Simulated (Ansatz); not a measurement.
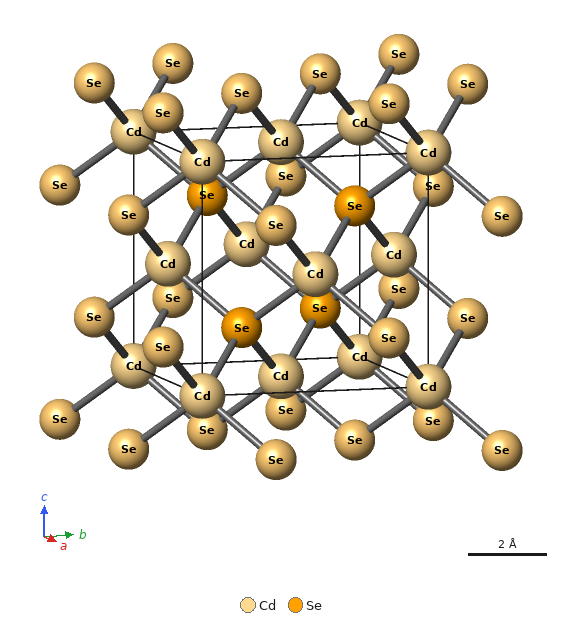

Fig. 1: The structure (ball-and-stick view of the cell 4 times as large as that of the calculation, set on its symmetry axes, seen slightly off an axis; neighbours outside the cell are drawn fainter). Near neighbours in the crystal (not all of them lie inside the picture): Cd has 4 Se at 2.66 Å; Se has 4 Cd at 2.66 Å.

# Run report: CdSe, band-structure calculation

- system: CdSe (F-43m, 2 atoms in the cell)
- method: DFT, r2SCAN, plane waves, PAW, no spin polarisation (Ansatz 0.2.0)

The structure was built on a prototype by a generator. The geometry comes from this level: r2SCAN (a point of a series of strains).

What the program printed
```
scf.n_extra_bands = 4 over 18 filled bands (N_el = 36.0): the run solves 22 bands
Engine: ansatz 0.2.0, x86_64-unknown-linux-gnu
Pseudopotentials: kind: paw
Pseudopotential: Cd, paw, valence charge 20, recommended cutoff 500 eV (meta_gga), Cd.paw.azcp
Pseudopotential: Se, paw, valence charge 16, recommended cutoff 500 eV (meta_gga), Se.paw.azcp
Functional definition: r2SCAN
  parameter k0 = 0.174
  parameter k1 = 0.065
  parameter a1 = 4.9479
  exchange = r2scan_x(k0 = k0, k1 = k1, a1 = a1)
  correlation = r2scan_c
Crystal: 2 atoms, lattice volume = 57.743 Å³
Basis set: ecut = 500 eV, 1459 PW (Γ), exchange–correlation on 128×128×128 points (64 copies of the dense FFT grid, shifted against one another)
Bands: 22, of which v1, the nominal top of the filled ones, is band 18 counted from 1 (17 counted from 0)
Symmetry: 24 space group operations
Space group: F-43m (ITA 216), of the structure as read, at distance tolerance 3.9e-5 Å
k-points: 29 of 512 (time reversal used)
Non-local potential: Cd, projectors of the file, l = 0: 3, l = 1: 2, l = 2: 2, l = 3: 1
Non-local potential: Se, projectors of the file, l = 0: 2, l = 1: 2, l = 2: 3, l = 3: 1
PAW form: soft (Blöchl's): semilocal exchange-correlation on the pseudo side does not see the compensation charge
PAW frozen core: Cd, regenerated for the run's functional (the file was generated under x = pbe(κ = 0.804, μ = 0.2195149727645171), c = pbe(β = 0.06672455060314922))
PAW frozen core: Se, regenerated for the run's functional (the file was generated under x = pbe(κ = 0.804, μ = 0.2195149727645171), c = pbe(β = 0.06672455060314922))
PAW one-centre angular grid: Cd, 590 points (default); XC on 160 Gauss nodes
PAW one-centre angular grid: Se, 590 points (default); XC on 160 Gauss nodes
Initial density: superposition of atomic densities (neutral atoms: chi_scale 0, normalization atom), corrected by the library's trained network
Initial wavefunctions: pseudopotential atomic-orbital guess
Functional: x = r2scan, c = r2scan; τ floored in thin density (d = 2e-4 eV/Å³)
SCF iter   1: F=—  HF=-13747.827501 eV  |F-HF|=—  |Δ(HF+E_count)|=         —  Δρ=5.15e-3  dr2=9.38e-3  dr2_τ=1.49e-2  ethr=1.77e-3  ⟨swp⟩=4.8  Hψ=2361  notcnv=0  defer=54
preconditioner: auto → none  [insulator: Δε(μ)=1.043 eV  Ē_g=12.736 eV  n_scr=14 (ndim 8)  ℏωp=20.7 eV  f_vac=0.216  ε∞_Penn≈3.6]
SCF iter   2: F=—  HF=-13747.835149 eV  |F-HF|=—  |Δ(HF+E_count)|=   7.65e-3  Δρ=2.45e-3  dr2=1.31e-3  dr2_τ=4.23e-4  ethr=2.61e-5  ⟨swp⟩=2.7  Hψ=1363  notcnv=0  defer=54
SCF iter   3: F=—  HF=-13747.835966 eV  |F-HF|=—  |Δ(HF+E_count)|=   8.17e-4  Δρ=8.66e-4  dr2=2.28e-4  dr2_τ=2.68e-5  ethr=3.65e-6  ⟨swp⟩=2.1  Hψ=846  notcnv=0  defer=54
SCF iter   4: F=—  HF=-13747.836061 eV  |F-HF|=—  |Δ(HF+E_count)|=   9.48e-5  Δρ=1.07e-4  dr2=6.04e-6  dr2_τ=3.65e-7  ethr=6.34e-7  ⟨swp⟩=2.0  Hψ=962  notcnv=0  defer=54
SCF iter   5: F=—  HF=-13747.836040 eV  |F-HF|=—  |Δ(HF+E_count)|=   2.10e-5  Δρ=3.46e-5  dr2=2.62e-7  dr2_τ=1.86e-8  ethr=1.68e-8  ⟨swp⟩=2.1  Hψ=1095  notcnv=0
SCF iter   6: F=-13747.836040 eV  HF=-13747.836040 eV  |F-HF|=5.03e-9  |Δ(HF+E_count)|=   2.90e-7  Δρ=7.44e-6  dr2=2.11e-8  dr2_τ=3.41e-9  ethr=2.78e-10  ⟨swp⟩=9.7  Hψ=4221  notcnv=0
SCF 1 converged in 6 iterations: F = -13747.836040 eV  dr2 = 2.11e-8
  greatest PAW one-centre occupation: 1.001 electrons in one spin orbital (limit 2), on the Cd atom at site 0 (counted from 0), in its partial waves of l = 1
```

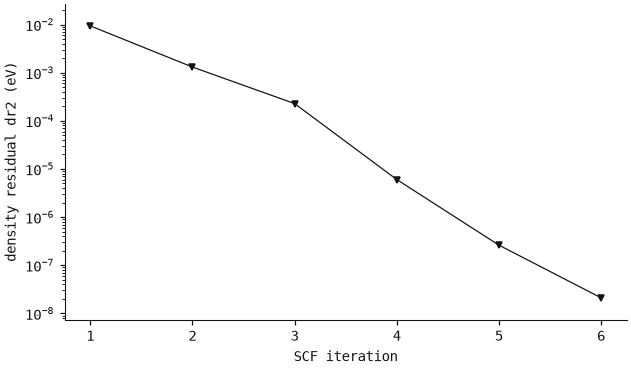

Fig. 2: Convergence of the self-consistent field: density residual dr2 against the SCF iteration. The residual falls at every step.

```
NSCF: frozen V_eff on 6 k-points
SCF converged after 6 iterations
Free energy (F): -13747.836040 eV
Harris-Foulkes:  -13747.836040 eV  (|F-HF|=5.03e-9)
Internal energy: -13747.836040 eV  (E = F + TS)
E sigma→0 (E₀):  -13747.836040 eV
Fermi energy:    6.806364 eV
--- Per-component energies (eV) ---
  E_band       = -939.098335
  E_kinetic    = 624.095219
  E_local      = -6439.903806  (includes V_loc(G=0)·N_el)
  E_nonlocal   = -560.663211
  E_hartree    = 3060.552163
  E_xc         = -266.531886
  E_vxc        = -351.515466  (∫ρ·V_xc dr)
  E_paw        = -6031.417338  (= ΣΔE_a)
  E_vpaw       = -354.731595  (= ΣTr[D̂ρ^β])
  E_aug_tail   = -0.000202  (compensation charges beyond the density's cutoff)
  E_vtau       = 22.523979  (kinetic-family band-sum trace: ∫τ·v_τ [+ j·A + Jᵃ·Aᵃ] dr)
  E_ewald      = -4131.637439
  E_core_change = -2.329541  (= ΣΔE_core)
  E_smearing   = -0.000000  (= −TS)
  E_closure    = 0.000000  (closes the sum)
  Σ components = -13747.836040   (vs F -13747.836040, Δ=0.00e0)
--- Forces (eV/Å), atoms counted from 1 ---
  atom   1  Cd     0.00000000    -0.00000000     0.00000000
  atom   2  Se    -0.00000000     0.00000000    -0.00000000
  max |Σ_I F_I| component: 4.63e-17 eV/Å
--- Stress (GPa, compression-positive) ---
       -0.050976       0.000000      -0.000000
       -0.000000      -0.050976       0.000000
        0.000000       0.000000      -0.050976
  P = ⅓ Tr σ = -0.0510 GPa (-0.510 kbar)
--- Band table (eV; the first three rows and the last of 29) ---
  k-point 0: bands = ["-97.5543", "-57.7142", "-57.7142", "-57.7142", "-40.4914", "-40.4914", "-40.4914", "-40.4871", "-40.4871", "-6.0497", "-1.3095", "-1.3095", "-1.3095", "-0.9437", "-0.9437", "6.8064", "6.8064", "6.8064", "7.8435", "13.2946", "13.2946", "13.2946"]
  k-point 1: bands = ["-97.5543", "-57.7142", "-57.7142", "-57.7142", "-40.4914", "-40.4914", "-40.4914", "-40.4871", "-40.4871", "-5.9980", "-1.2928", "-1.2928", "-1.2589", "-0.9443", "-0.9443", "5.7045", "6.6875", "6.6875", "8.7587", "13.0287", "13.4945", "13.4945"]
  k-point 2: bands = ["-97.5543", "-57.7143", "-57.7142", "-57.7142", "-40.4915", "-40.4914", "-40.4914", "-40.4871", "-40.4871", "-5.8719", "-1.2563", "-1.2563", "-1.0926", "-0.9413", "-0.9413", "4.2477", "6.4229", "6.4229", "9.5131", "13.1746", "13.7938", "13.7938"]
  k-point 28: bands = ["-97.5543", "-57.7144", "-57.7143", "-57.7143", "-40.4915", "-40.4914", "-40.4914", "-40.4871", "-40.4870", "-5.5796", "-1.1244", "-1.1212", "-0.9759", "-0.9381", "-0.4740", "2.9656", "4.6311", "4.6876", "12.2249", "12.3206", "13.8233", "14.8331"]
```

File bands.tsv
```
# k_distance	band_0	band_1	band_2	band_3	band_4	band_5	band_6	band_7	band_8	band_9	band_10	band_11	band_12	band_13	band_14	band_15	band_16	band_17	band_18	band_19	band_20	band_21
# fermi_ev = 6.806364
# lock_threshold_ev = 1e-6
# [0, 0, 0] at k_distance = 0.000000
# [-0.5, -0.5, 0] at k_distance = 1.024060
# [-0.375, -0.375, 0.25] at k_distance = 1.386120
# [-0.375, 0, 0.375] at k_distance = 2.013227
# [0, 0, 0.5] at k_distance = 2.640333
# [-0.5, -0.25, 0.25] at k_distance = 3.364453
# levels_relative_to = fermi_ev
# free_energy_ev = -13747.836040
# largest_residual_norms_ev = 1.163e-3 2.917e-4 2.617e-4 2.800e-4 1.589e-4 1.821e-4 1.635e-4 1.885e-4 2.050e-4 1.970e-4 1.185e-4 1.212e-4 1.471e-4 9.938e-5 1.509e-4 7.909e-4 9.559e-4 1.093e-3 6.886e-4 8.047e-4 1.689e-3 1.528e-3
0.000000	-104.360668	-64.520542	-64.520542	-64.520542	-47.297775	-47.297775	-47.297775	-47.293461	-47.293461	-12.856109	-8.115829	-8.115829	-8.115829	-7.750050	-7.750050	0.000000	0.000000	0.000000	1.037098	6.488278	6.488278	6.488278
1.024060	-104.360672	-64.520808	-64.520652	-64.520652	-47.297923	-47.297720	-47.297720	-47.293470	-47.293389	-12.385171	-7.914785	-7.863991	-7.863991	-7.694838	-7.393695	-3.956129	-1.788262	-1.788262	3.514283	4.142356	9.535480	10.813320
1.386120	-104.360675	-64.520769	-64.520703	-64.520634	-47.297872	-47.297761	-47.297729	-47.293454	-47.293406	-12.395391	-7.953104	-7.903653	-7.811823	-7.721878	-7.315827	-3.878251	-2.443972	-1.461712	4.106599	5.509419	8.668672	9.117978
2.013227	-104.360675	-64.520769	-64.520703	-64.520634	-47.297872	-47.297761	-47.297729	-47.293454	-47.293406	-12.395391	-7.953104	-7.903653	-7.811823	-7.721878	-7.315827	-3.878251	-2.443972	-1.461712	4.106599	5.509419	8.668672	9.117978
2.640333	-104.360674	-64.520814	-64.520590	-64.520590	-47.297854	-47.297750	-47.297750	-47.293437	-47.293437	-12.497937	-8.023310	-8.023310	-7.727868	-7.727868	-7.461555	-4.257596	-0.718193	-0.718193	2.836484	6.935825	6.935825	7.728479
3.364453	-104.360647	-64.520744	-64.520708	-64.520651	-47.297843	-47.297799	-47.297720	-47.293449	-47.293409	-12.385990	-7.930725	-7.927519	-7.782290	-7.744472	-7.280340	-3.840767	-2.175309	-2.118743	5.418576	5.514191	7.016970	8.026782
```

File rho_z.tsv
```
# z_ang	rho[e/angstrom^3]
# format = ansatz-planar-average/11
# lattice	0.000000000	3.067780965	3.067780965
# lattice	3.067780965	0.000000000	3.067780965
# lattice	3.067780965	3.067780965	0.000000000
# sites	2
# site	48	0.000000000	0.000000000	0.000000000
# site	34	1.533890482	1.533890482	1.533890482
0.000000	1.381387e0
0.135578	1.353635e0
0.271156	1.235881e0
0.406734	1.087945e0
0.542312	9.851258e-1
0.677890	9.897615e-1
0.813468	1.107709e0
0.949046	1.256128e0
1.084624	1.300631e0
1.220202	1.165478e0
1.355780	9.012964e-1
1.491358	6.241521e-1
1.626937	4.131677e-1
1.762515	2.802196e-1
1.898093	2.026947e-1
2.033671	1.568453e-1
2.169249	1.268524e-1
2.304827	1.041197e-1
2.440405	8.660373e-2
2.575983	7.434773e-2
2.711561	6.692840e-2
2.847139	6.468900e-2
2.982717	6.875385e-2
3.118295	8.180738e-2
3.253873	1.098776e-1
3.389451	1.642132e-1
3.525029	2.606528e-1
3.660607	4.125068e-1
3.796185	6.206427e-1
3.931763	8.655644e-1
4.067341	1.106946e0
4.202919	1.293737e0
```

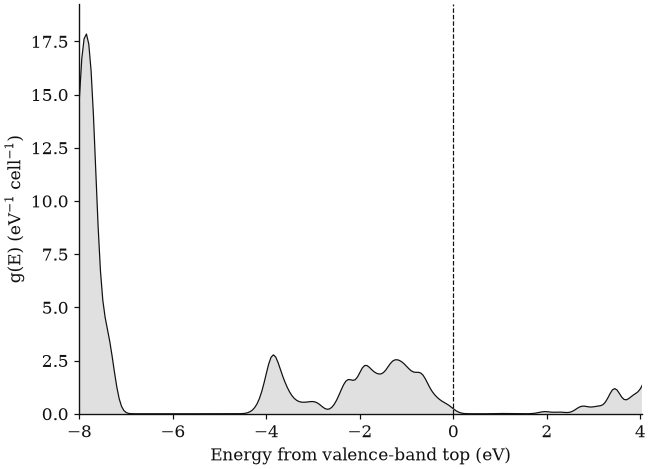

Fig. 3: Density of states (the curve is built from the levels of the k mesh with Gaussians 0.3 eV wide, which also blur the band edges), with energies from the valence-band top. There is a gap of 1.04 eV on the k-point mesh. Small ripples come from the finite k-point mesh.

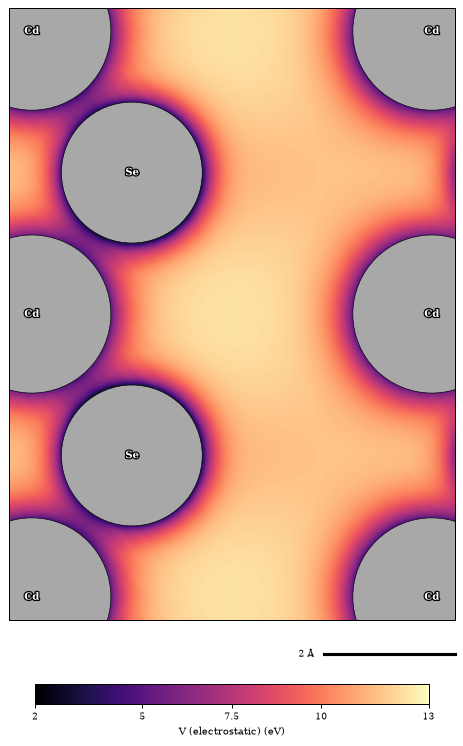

Fig. 4: Electrostatic potential (local pseudopotential plus Hartree) felt by an electron on the (011) plane of the conventional cell. Grey discs, where drawn, cover atomic cores. Atoms in the plane: Cd and Se. Outside the cores the potential energy rises away from the atoms and is highest about 2.6 Å from the nearest atoms; outside the discs it spans about 10 eV, and its zero is arbitrary. The fields are those of the smooth PAW valence density.

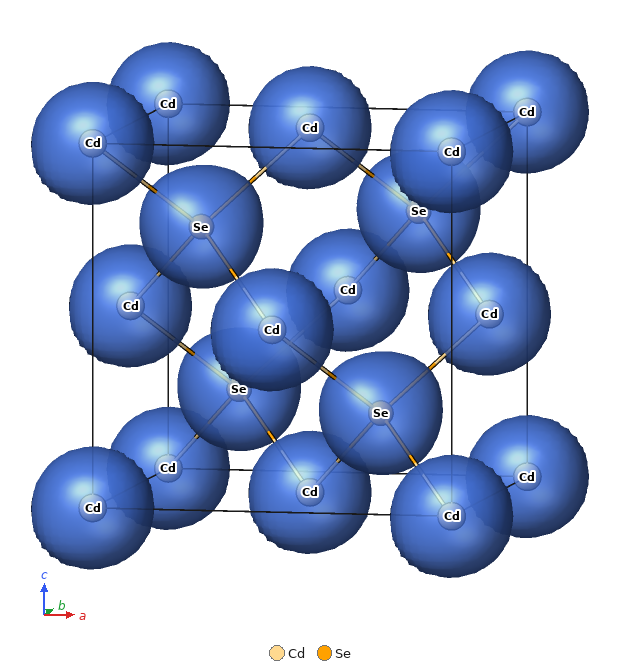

Fig. 5: Isosurface of the valence pseudo-density at 0.5 e/Å³ (blue), seen slightly off an axis. Sticks mark near contacts. The outline is the cell set on symmetry axes. At this value the density breaks into separate islands; it holds about 85 % of the electrons treated as valence (semicore included). It is pinched off along the Cd–Se (2.66 Å) contacts. On the grid the lowest density along these lines, outside the cores, is 0.36 e/Å³ (Cd–Se, 2.66 Å).

This output came from the following input.

Input
```yaml
crystal:
  lattice:
    - [0.0, 3.067780965, 3.067780965]
    - [3.067780965, 0.0, 3.067780965]
    - [3.067780965, 3.067780965, 0.0]
  atoms:
    - { symbol: Cd, position: [0.0, 0.0, 0.0] }
    - { symbol: Se, position: [0.25, 0.25, 0.25] }
kpoints:
  mp_grid: { grid: [8, 8, 8] }
  band_path:
    path:
      - [0.0, 0.0, 0.0]
      - [-0.5, -0.5, 0.0]
      - [-0.375, -0.375, 0.25]
      - [-0.375, 0.0, 0.375]
      - [0.0, 0.0, 0.5]
      - [-0.5, -0.25, 0.25]
    npoints: 1
hamiltonian:
  xc: r2scan
scf:
  occupations: { method: fixed }
  n_extra_bands: 4
output:
  forces: true
  stress: true
  eigenvalues: true
  write_density: true
  write_potential: true
  elf: true
  volumetric_format: npy
```

Run as:
```bash
ansatz run input.yaml --threads 4 --pin off --max-ram 4608MiB --backend cpu --events-out ev --progress --plain --runs-dir out
```

Summary

| quantity | value |
| --- | --- |
| outcome | converged |
| space group (tolerance 0.01 Å) | F-43m (216) |
| electrons treated | 36 |
| free energy | −13747.8360 eV |
| Fermi energy | 6.806 eV |
| gap on the k-point mesh | 1.04 eV |
| pressure | −0.05 GPa |
| largest force (length of the vector) | under 0.001 eV/Å |
| hardware | 4 threads of Intel Xeon @ 2.70GHz, 189 GiB of memory available, shared host |
| wall time | 3 s (CPU time 9.5 s) |
| peak memory | 0.53 GiB |
